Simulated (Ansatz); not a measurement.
Run report: CuO2, single-point calculation

- system: CuO2 (Fm-3m, 6 atoms in the cell)
- method: DFT PBEsol, scalar-relativistic, plane waves, PAW, spin-polarised (Ansatz 0.2.0)

The structure was built on a prototype by a generator; it need not be a known phase. It belongs to a series of runs on one base structure; here: antiferromagnetic, doubled cell, propagation vector (0, 1/2, 1/2). Figures and captions count atoms from 1; the log counts them from 0 in places.

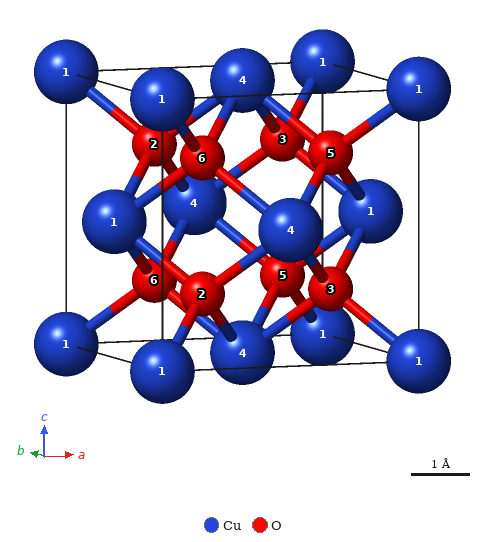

Fig. 1: The input geometry (ball-and-stick view of the cell 2 times as large as that of the calculation, set on its symmetry axes, seen slightly off an axis; atoms are numbered from 1 in the order of the input). An atom can appear more than once, as a periodic image. Near neighbours in the periodic cell (some may lie outside the picture): Cu has 8 O at 2.07 Å; O has 4 Cu at 2.07 Å.

## Summary

| quantity | value |
| --- | --- |
| outcome | converged |
| space group (tolerance 0.01 Å) | Fm-3m (225) |
| electrons treated | 62 |
| free energy | −15409.6904 eV |
| Fermi energy | 10.360 eV |
| gap on the k-point mesh | none (metallic) |
| net moment of the cell | 0.00 μB |
| integrated absolute moment | 1.74 μB |
| pressure | −1.05 GPa |
| largest force (length of the vector) | under 0.001 eV/Å |
| hardware | 1 thread of Intel Xeon (Sapphire Rapids), 32 GiB of memory available, shared host |
| wall time | 29 s |
| peak memory | 0.75 GiB |

## Input file
```yaml
crystal:
  lattice:
    - [0.0, 2.3844798727, 2.3844798727]
    - [4.7689597454, 2.3844798727, 2.3844798727]
    - [4.7689597454, 4.7689597454, 0.0]
  atoms:
    - { symbol: Cu, position: [0.0, 1.0, 1.0], spin: 1.0 }
    - { symbol: O, position: [0.25, 0.25, 0.0] }
    - { symbol: O, position: [0.75, 0.75, 0.0] }
    - { symbol: Cu, position: [0.0, 1.0, 0.5], spin: -1.0 }
    - { symbol: O, position: [0.25, 0.25, 0.5] }
    - { symbol: O, position: [0.75, 0.75, 0.5] }
basis:
  ecutwfc: 420
kpoints:
  mp_grid: { grid: [16, 16, 8] }
hamiltonian:
  xc: pbesol
scf:
  occupations: { method: gaussian, width: 0.1 }
  lower_state_search: "off"
output:
  forces: true
  stress: true
  eigenvalues: true
  populations: true
  write_density: true
  write_potential: true
  elf: true
  volumetric_format: npy
magnetization:
  spin_polarized: true
```

Launched with:
```bash
ansatz run input.yaml --threads 1 --pin off --max-ram 2560MiB --backend cpu --events-out ev --progress --plain --runs-dir out
```

## What the program printed
```
basis.fft_grid_basis auto: the FFT boxes are laid along the combinations [[1, 0, 0], [-1, 1, 0], [0, -1, 1]] of the cell's own vectors, 3.372, 4.769 and 3.372 Å long. The dense box has 24×32×24 points. Along the cell's own vectors, as sized, it would have 24×40×48, 2.50 times as many. basis.fft_grid_basis: typed keeps the cell's own vectors: state it where this run's energies or levels are differenced outside the engine with another run's, or held beside a run that keeps those vectors. Those combinations have planes normal to reciprocal vector 3, as the cell's own vectors have. Each planar average written beside output.write_density, output.write_potential has a row for each plane of the box: 24. The volumetric files lie along those combinations, not along the cell's own vectors: a cube or XSF file states them, and fields.json those of NumPy files.
Engine: ansatz 0.2.0, x86_64-unknown-linux-gnu
Pseudopotentials: kind: paw
Pseudopotential: Cu, paw, valence charge 19, recommended cutoff 420 eV (normal), Cu.paw.azcp
Pseudopotential: O, paw, valence charge 6, recommended cutoff 420 eV (normal), O.paw.azcp
Functional definition: PBEsol
  exchange = pbesol_x
  correlation = pbesol_c
Crystal: 6 atoms, lattice volume = 54.230 Å³
Basis set: ecut = 420 eV, 1055 PW (Γ), FFT grids on a1, −a1+a2, −a2+a3, exchange–correlation on 48×64×48 points (8 copies of the dense FFT grid, shifted against one another)
Bands: 39, of which v1, the nominal top of the filled ones, is band 31 counted from 1 (30 counted from 0)
Symmetry: 16 space group operations
Space group: P4/mmm (ITA 123), of the structure as read, at distance tolerance 3.8e-5 Å
Magnetic group: BNS 123.350 (UNI 1010), of the structure as read, at distance tolerance 3.8e-5 Å
k-points: 205 of 2048
Non-local potential: Cu, projectors of the file, l = 0: 3, l = 1: 2, l = 2: 3, l = 3: 1
Non-local potential: O, projectors of the file, l = 0: 2, l = 1: 2, l = 2: 1
PAW form: soft (Blöchl's): semilocal exchange-correlation on the pseudo side does not see the compensation charge
PAW frozen core: Cu, regenerated for the run's functional, and the local potential with it (the file was generated under x = pbe(κ = 0.804, μ = 0.2195149727645171), c = pbe(β = 0.06672455060314922))
PAW frozen core: O, regenerated for the run's functional, and the local potential with it (the file was generated under x = pbe(κ = 0.804, μ = 0.2195149727645171), c = pbe(β = 0.06672455060314922))
PAW one-centre angular grid: Cu, 590 points (default); XC on 64 Gauss nodes
PAW one-centre angular grid: O, 110 points (default); XC on 64 Gauss nodes
Initial density: superposition of atomic densities (chi_scale 0.1, normalization cell, long waves kept (reshape's long-wave potential 0.00 eV rms))
Starting moments: Σ|m| = 2 μB on 2 of 6 sites
Starting magnetic order: antiferromagnet; a translation exchanges its spin sublattices: spin-degenerate at every k-point
Initial wavefunctions: pseudopotential atomic-orbital guess
Functional: x = pbesol(κ = 0.804, μ = 0.12345679012345678), c = pbesol(β = 0.046)
SCF iter   1: F=—  HF=-15409.229755 eV  |F-HF|=—  |Δ(HF+E_count)|=         —  Δρ=8.10e-2 (↑8.10e-2 ↓8.10e-2)  dr2=3.96e0  dr2_m=2.08e0  M=0.000 μB ∫|m|=0.883 μB  β_m=0.30  ethr=3.10e-3  ⟨swp⟩=4.7  Hψ=25939  notcnv=0  defer=39
preconditioner: auto → Kerker (q_TF=auto, 2.790 Å⁻¹)  [metal: Δε(μ)=0.000 eV  Ē_g=13.035 eV  σ=0.100 eV  W_gap=0.00  n_scr=20 (ndim 8)  ℏωp=34.2 eV  f_vac=0.033  D(μ)=10.15/eV (n_scr^D=180)]
spin=Collinear: Kerker preconditioning applied to the charge; magnetization (m = ρ↑ − ρ↓) channel mixes plain (no charge-response kernel on spin).
SCF iter   2: F=—  HF=-15409.445558 eV  |F-HF|=—  |Δ(HF+E_count)|=   2.16e-1  Δρ=6.52e-2 (↑6.52e-2 ↓6.52e-2)  dr2=5.08e0  dr2_m=1.35e-1  M=0.000 μB ∫|m|=1.541 μB  β_m=0.30  ethr=3.10e-3  ⟨swp⟩=2.0  Hψ=13291  notcnv=0  defer=270
SCF iter   3: F=—  HF=-15409.265078 eV  |F-HF|=—  |Δ(HF+E_count)|=   1.80e-1  Δρ=3.01e-2 (↑3.01e-2 ↓3.01e-2)  dr2=1.64e-1  dr2_m=3.06e-1  M=0.000 μB ∫|m|=1.380 μB  β_m=0.30  ethr=3.10e-3  ⟨swp⟩=2.0  Hψ=12839  notcnv=0  defer=246
SCF iter   4: F=—  HF=-15409.741587 eV  |F-HF|=—  |Δ(HF+E_count)|=   4.77e-1  Δρ=3.08e-2 (↑3.08e-2 ↓3.08e-2)  dr2=1.42e0  dr2_m=5.05e-2  M=0.000 μB ∫|m|=1.530 μB  β_m=1.00  ethr=2.64e-4  ⟨swp⟩=2.0  Hψ=15964  notcnv=0  defer=246
SCF iter   5: F=—  HF=-15409.674351 eV  |F-HF|=—  |Δ(HF+E_count)|=   6.72e-2  Δρ=8.98e-3 (↑8.98e-3 ↓8.98e-3)  dr2=8.09e-2  dr2_m=1.93e-2  M=0.000 μB ∫|m|=1.581 μB  β_m=0.30  ethr=2.64e-4  ⟨swp⟩=2.8  Hψ=14246  notcnv=0  defer=257
SCF iter   6: F=—  HF=-15409.652694 eV  |F-HF|=—  |Δ(HF+E_count)|=   2.17e-2  Δρ=6.42e-3 (↑6.42e-3 ↓6.42e-3)  dr2=1.72e-2  dr2_m=1.58e-2  M=0.000 μB ∫|m|=1.591 μB  β_m=0.30  ethr=1.30e-4  ⟨swp⟩=1.0  Hψ=7864  notcnv=0  defer=257
Mixer restart at iter 6: flushing history
spin-set hold released at iteration 6 (site moments contracting): the magnetisation degrees of freedom join the quasi-Newton model from the next iteration; the mixer history was flushed
SCF iter   7: F=—  HF=-15409.666544 eV  |F-HF|=—  |Δ(HF+E_count)|=   1.38e-2  Δρ=9.18e-3 (↑9.18e-3 ↓9.18e-3)  dr2=4.31e-2  dr2_m=2.35e-2  M=0.000 μB ∫|m|=1.574 μB  β_m=0.65  ethr=2.77e-5  ⟨swp⟩=2.1  Hψ=9290  notcnv=0  defer=257
SCF iter   8: F=—  HF=-15409.688153 eV  |F-HF|=—  |Δ(HF+E_count)|=   2.16e-2  Δρ=5.45e-3 (↑5.45e-3 ↓5.45e-3)  dr2=3.81e-2  dr2_m=3.04e-3  M=0.000 μB ∫|m|=1.627 μB  β_m=0.63  ethr=2.77e-5  ⟨swp⟩=2.0  Hψ=15180  notcnv=0  defer=257
SCF iter   9: F=—  HF=-15409.695127 eV  |F-HF|=—  |Δ(HF+E_count)|=   6.97e-3  Δρ=6.41e-3 (↑6.41e-3 ↓6.41e-3)  dr2=6.08e-2  dr2_m=2.32e-3  M=0.000 μB ∫|m|=1.620 μB  β_m=0.61  ethr=2.77e-5  ⟨swp⟩=2.0  Hψ=15143  notcnv=0  defer=257
SCF iter  10: F=—  HF=-15409.690636 eV  |F-HF|=—  |Δ(HF+E_count)|=   4.49e-3  Δρ=2.07e-3 (↑2.07e-3 ↓2.07e-3)  dr2=6.74e-3  dr2_m=3.05e-4  M=0.000 μB ∫|m|=1.644 μB  β_m=0.75  ethr=2.77e-5  ⟨swp⟩=1.0  Hψ=8175  notcnv=0  defer=257
SCF iter  11: F=—  HF=-15409.690297 eV  |F-HF|=—  |Δ(HF+E_count)|=   3.40e-4  Δρ=4.42e-4 (↑4.42e-4 ↓4.42e-4)  dr2=9.50e-5  dr2_m=7.74e-5  M=0.000 μB ∫|m|=1.664 μB  β_m=0.87  ethr=1.09e-5  ⟨swp⟩=1.0  Hψ=7731  notcnv=0  defer=257
SCF iter  12: F=—  HF=-15409.690381 eV  |F-HF|=—  |Δ(HF+E_count)|=   8.46e-5  Δρ=3.44e-4 (↑3.44e-4 ↓3.44e-4)  dr2=1.58e-4  dr2_m=1.34e-5  M=0.000 μB ∫|m|=1.678 μB  β_m=0.94  ethr=1.53e-7  ⟨swp⟩=2.0  Hψ=12366  notcnv=0  defer=257
SCF iter  13: F=—  HF=-15409.690383 eV  |F-HF|=—  |Δ(HF+E_count)|=   2.24e-6  Δρ=1.47e-4 (↑1.47e-4 ↓1.47e-4)  dr2=3.22e-5  dr2_m=8.60e-7  M=0.000 μB ∫|m|=1.688 μB  β_m=0.93  ethr=1.53e-7  ⟨swp⟩=2.0  Hψ=12429  notcnv=0  defer=257
SCF iter  14: F=—  HF=-15409.690382 eV  |F-HF|=—  |Δ(HF+E_count)|=   1.49e-6  Δρ=1.77e-5 (↑1.77e-5 ↓1.77e-5)  dr2=3.82e-7  dr2_m=3.34e-8  M=0.000 μB ∫|m|=1.691 μB  β_m=0.90  ethr=5.20e-8  ⟨swp⟩=1.0  Hψ=7731  notcnv=0  defer=257
iter 15 did not close the SCF: its close was put off for a magnetic moment that had not settled (scf_convergence_deferred on its scf_iter line)
SCF iter  15: F=-15409.690382 eV  HF=-15409.690382 eV  |F-HF|=8.48e-9  |Δ(HF+E_count)|=   5.46e-9  Δρ=6.24e-6 (↑6.24e-6 ↓6.24e-6)  dr2=2.96e-8  dr2_m=1.17e-8  M=0.000 μB ∫|m|=1.692 μB  β_m=0.95  ethr=1.61e-10  ⟨swp⟩=9.8  Hψ=50975  notcnv=0
SCF iter  16: F=-15409.690382 eV  HF=-15409.690382 eV  |F-HF|=9.02e-10  |Δ(HF+E_count)|=   6.04e-9  Δρ=2.38e-6 (↑2.38e-6 ↓2.38e-6)  dr2=1.10e-8  dr2_m=3.95e-10  M=0.000 μB ∫|m|=1.692 μB  ethr=4.78e-11  ⟨swp⟩=4.6  Hψ=40520  notcnv=0
SCF 1 converged in 16 iterations: F = -15409.690382 eV  dr2 = 1.10e-8
  greatest PAW one-centre occupation: 1.000 electrons in one spin orbital (limit 2), on the Cu atom at site 3 (counted from 0), in its partial waves of l = 0
```

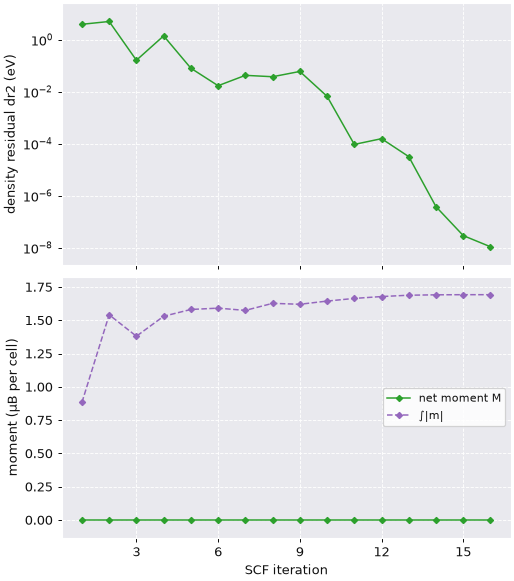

Fig. 2: Convergence of the self-consistent field: density residual dr2 and magnetic moment against the SCF iteration. The residual falls unevenly and jumps up by a factor of two or more 2 times on the way down. The net moment stays at 0.0 μB per cell.

```
SCF converged after 16 iterations
Magnetization: 0.0000 μB (31.0000 up, 31.0000 down)
Absolute magnetization: 1.7396 μB (∫|ρ↑−ρ↓|, with the PAW one-centre terms)
Spin contamination: 0.9340 ħ² per cell (⟨S²⟩ above its minimum at these occupations)
Per-site moments (μB) at R_I (Å): [(0.4403536494200415, 0.8518208096354898), (5.1644445827041946e-17, 0.8518208096354898), (1.2455704192669212e-16, 0.8518208096354898), (-0.4403536494200415, 0.8518208096354898), (-4.166724474133354e-17, 0.8518208096354898), (-1.262210381515732e-16, 0.8518208096354898)]
Free energy (F): -15409.690382 eV
Harris-Foulkes:  -15409.690382 eV  (|F-HF|=9.02e-10)
Internal energy: -15409.635912 eV  (E = F + TS)
E sigma→0 (E₀):  -15409.663147 eV
Entropy (-TS):   -0.054470 eV (-9.078 meV/atom)
Fermi energy:    10.359540 eV
--- Per-component energies (eV) ---
  E_band       = -927.079225
  E_kinetic    = 1276.241333
  E_local      = -10451.468967  (includes V_loc(G=0)·N_el)
  E_nonlocal   = 960.398918
  E_hartree    = 4441.963481
  E_xc         = -464.422876
  E_vxc        = -598.129434  (∫ρ·V_xc dr)
  E_paw        = -3837.487863  (= ΣΔE_a)
  E_vpaw       = -998.068797  (= ΣTr[D̂ρ^β])
  E_aug_tail   = 0.009745  (compensation charges beyond the density's cutoff)
  E_ewald      = -7335.423239
  E_core_change = 0.553556  (= ΣΔE_core)
  E_smearing   = -0.054470  (= −TS)
  E_closure    = -0.000000  (closes the sum)
  Σ components = -15409.690382   (vs F -15409.690382, Δ=0.00e0)
--- Forces (eV/Å), atoms counted from 1 ---
  atom   1  Cu     0.00000000     0.00000000    -0.00000000
  atom   2  O     -0.00000000     0.00000000     0.00000000
  atom   3  O      0.00000000     0.00000000    -0.00000000
  atom   4  Cu     0.00000000     0.00000000    -0.00000000
  atom   5  O      0.00000000    -0.00000000     0.00000000
  atom   6  O     -0.00000000    -0.00000000    -0.00000000
  max |Σ_I F_I| component: 3.47e-18 eV/Å
--- Stress (GPa, compression-positive) ---
       -2.492498       0.000000       0.000000
        0.000000      -0.335489       0.000000
        0.000000      -0.000000      -0.335489
  P = ⅓ Tr σ = -1.0545 GPa (-10.545 kbar)
--- Band table (eV; the first three rows and the last of 410) ---
  k-point 0 ↑: bands = ["-102.8887", "-102.3108", "-60.3881", "-60.3881", "-60.3383", "-59.8328", "-59.8328", "-59.7652", "-9.7057", "-7.9052", "-6.7642", "-5.3483", "2.6430", "4.2125", "4.2487", "4.2487", "5.0756", "5.0756", "6.6144", "6.6144", "7.2525", "7.3234", "7.5917", "7.8513", "7.9424", "9.2554", "9.3035", "9.3035", "10.2649", "10.2649", "10.3105", "10.3944", "11.1590", "11.1590", "16.2729", "18.9271", "22.0951", "22.0951", "22.1301"]
  k-point 1 ↑: bands = ["-102.8887", "-102.3108", "-60.3883", "-60.3881", "-60.3383", "-59.8331", "-59.8328", "-59.7652", "-9.5970", "-7.8304", "-6.8697", "-5.4823", "2.7747", "4.2344", "4.3366", "4.4722", "4.9548", "5.1471", "6.5391", "6.6646", "7.1680", "7.2998", "7.6194", "7.8401", "8.0774", "8.8218", "9.1107", "9.2292", "10.1798", "10.2578", "10.2584", "10.3556", "10.9494", "11.0939", "16.7154", "19.2305", "21.7838", "22.3236", "22.5324"]
  k-point 2 ↑: bands = ["-102.8887", "-102.3108", "-60.3890", "-60.3881", "-60.3382", "-59.8337", "-59.8328", "-59.7651", "-9.2843", "-7.6110", "-7.1796", "-5.8384", "3.1454", "4.2668", "4.5869", "4.7971", "5.0945", "5.3536", "6.3165", "6.8223", "6.8967", "7.1516", "7.6629", "7.7551", "7.9602", "8.4183", "8.6876", "9.0146", "9.5814", "9.9815", "10.2392", "10.3597", "10.7444", "10.9449", "17.7734", "19.9116", "21.2992", "22.4887", "22.9987"]
  k-point 204 ↓: bands = ["-102.8886", "-102.3107", "-60.3897", "-60.3897", "-60.3380", "-59.8345", "-59.8345", "-59.7648", "-7.9109", "-7.9109", "-6.7581", "-6.7581", "2.5708", "2.7816", "4.9349", "5.0395", "5.0395", "5.2394", "6.2875", "6.5439", "6.5439", "6.8339", "7.4312", "7.5323", "7.8291", "7.8561", "8.0470", "8.0470", "10.2219", "10.6604", "10.8162", "11.0536", "11.0536", "11.3239", "18.8698", "18.9482", "22.5468", "22.5468", "23.0295"]
--- Löwdin populations: 6 sites ---
  site symbol       q [e]    m [muB]
     0     Cu     17.6537     0.3763
     1      O      6.5992     0.0000
     2      O      6.5992     0.0000
     3     Cu     17.6537    -0.3763
     4      O      6.5992     0.0000
     5      O      6.5992     0.0000
  spilling = 0.004770 (of n_electrons = 62.000000)
```

## File populations.tsv
```
# site	symbol	l	j	q_up	q_dn
# orbitals = lowdin
# n_electrons = 62.000000
# spilling = 0.004770
0	Cu	0_3S	-	0.998855	0.998878
0	Cu	0_4S	-	0.250152	0.255190
0	Cu	1_3P	-	2.999435	2.999476
0	Cu	2_3D	-	4.766551	4.385177
1	O	0_2S	-	0.955214	0.955214
1	O	1_2P	-	2.344388	2.344388
2	O	0_2S	-	0.955214	0.955214
2	O	1_2P	-	2.344388	2.344388
3	Cu	0_3S	-	0.998878	0.998855
3	Cu	0_4S	-	0.255190	0.250152
3	Cu	1_3P	-	2.999476	2.999435
3	Cu	2_3D	-	4.385177	4.766551
4	O	0_2S	-	0.955214	0.955214
4	O	1_2P	-	2.344388	2.344388
5	O	0_2S	-	0.955214	0.955214
5	O	1_2P	-	2.344388	2.344388
```

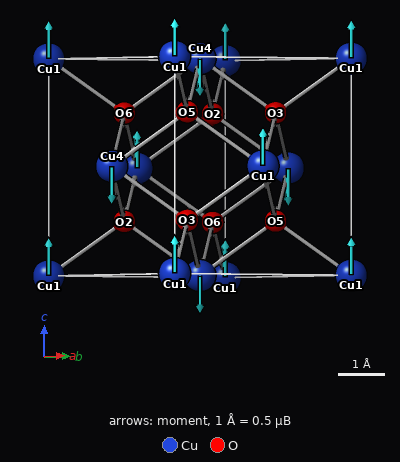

Fig. 3: Magnetic moments of the sites as teal arrows (ball-and-stick view of the cell 2 times as large as that of the calculation, set on its symmetry axes, seen at an oblique angle; atoms are numbered from 1 in the order of the input); small moments hardly show. The run is collinear, so the axis drawn is arbitrary. Site moments: Cu1 (0.44 μB); Cu4 (−0.44 μB). They are counted near the atoms and needn't add up to the moment of the cell.

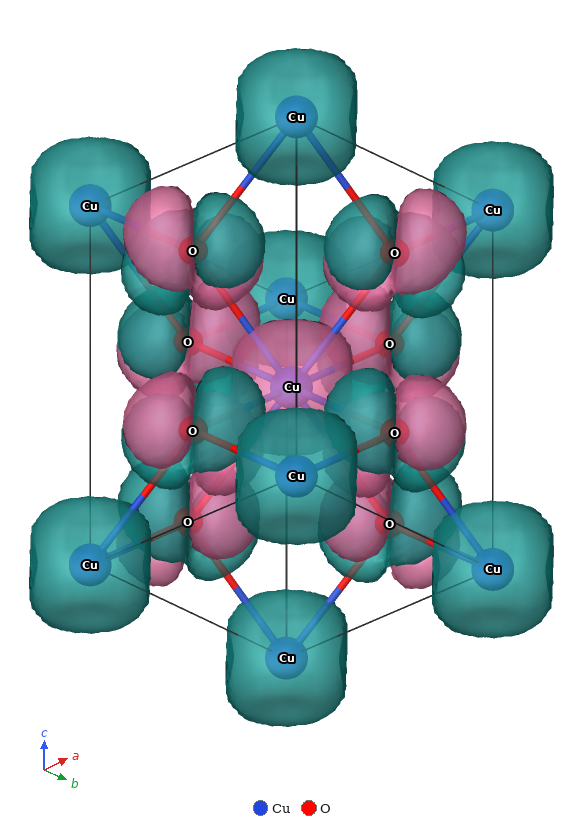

Fig. 4: Isosurfaces of the magnetisation density (up minus down) at +0.02 (teal) and −0.02 e/Å³ (pink), seen at an oblique angle. Sticks mark near contacts. The outline is the cell set on symmetry axes of the magnetic structure. The cell of the calculation (6 atoms) carries 0.0 μB net. Core electrons are frozen (PAW), so the fields are smoothed inside the atomic spheres.

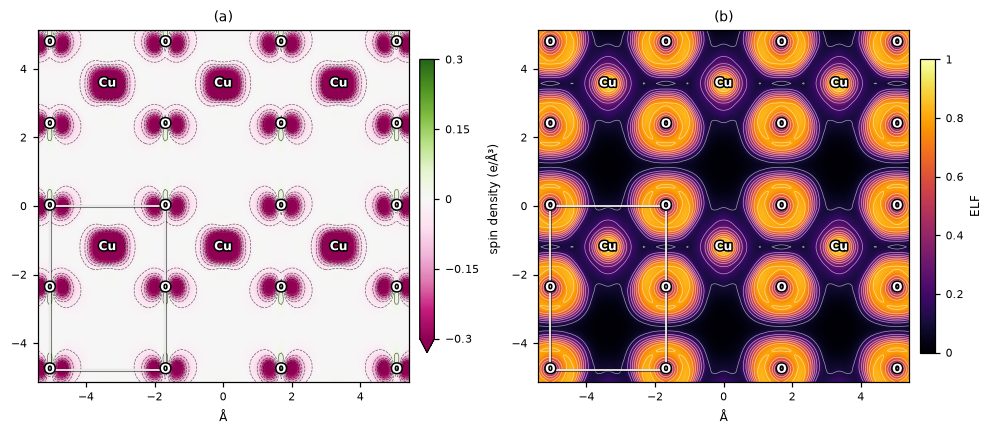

Fig. 5: (a) spin density; (b) electron localisation function on the (100) plane of the conventional cell of the magnetic structure. Cu–O (2.07 Å): the ELF is about 0.20 at the midpoint; a polar contact without a shared pair, in a metal. The strong features right at Cu lie inside the PAW spheres (semicore, d or f shells) and say nothing about bonding. The cell of the calculation (6 atoms) carries 0.0 μB net.
